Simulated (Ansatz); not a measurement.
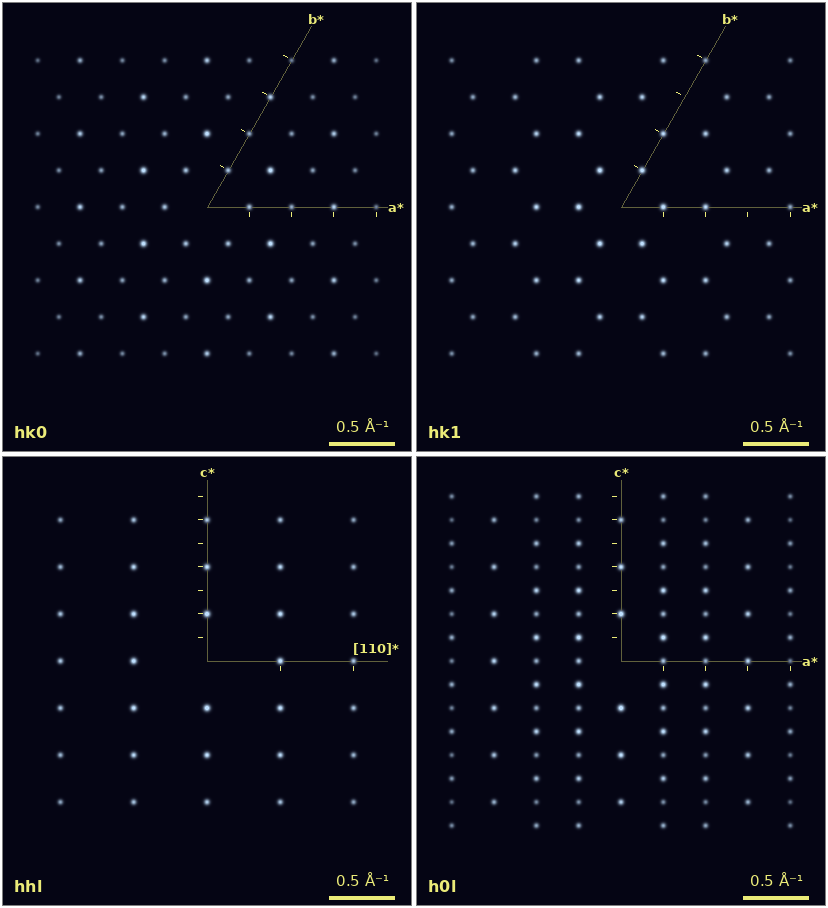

Simulated precession-type sections (X-rays; kinematic intensities, B = 0.5 Å²). The ticks mark integer indices of the conventional cell.

**Read the reciprocal cell and give the direct cell.**

a* = 0.330, b* = 0.330, c* = 0.184 Å⁻¹, γ* = 60°; the cell is hexagonal with a = 3.50 Å, c = 5.45 Å (hexagonal axes).

**List the systematic absences.**

Reflections are present only under these conditions. hkl: no condition; hk0: no condition; h0l: no condition; hhl: l = 2n; 00l: l = 2n. The lattice is primitive (P). Further gaps, such as 3 0 1, 0 3 1, 3 0 3, come from atoms on special positions, not from the group's general conditions.

**Which space groups fit?**

The intensities have Laue symmetry 6/mmm (the hk0 layer shows 6mm, hk1 shows 6mm). With these conditions the candidates are P6_3mc (No. 186), P-62c (No. 190), P6_3/mmc (No. 194). Diffraction geometry alone does not choose among them; the structure has P6_3/mmc. The compound is Lu. Structure: the input geometry of an electronic-structure calculation (not necessarily at equilibrium).
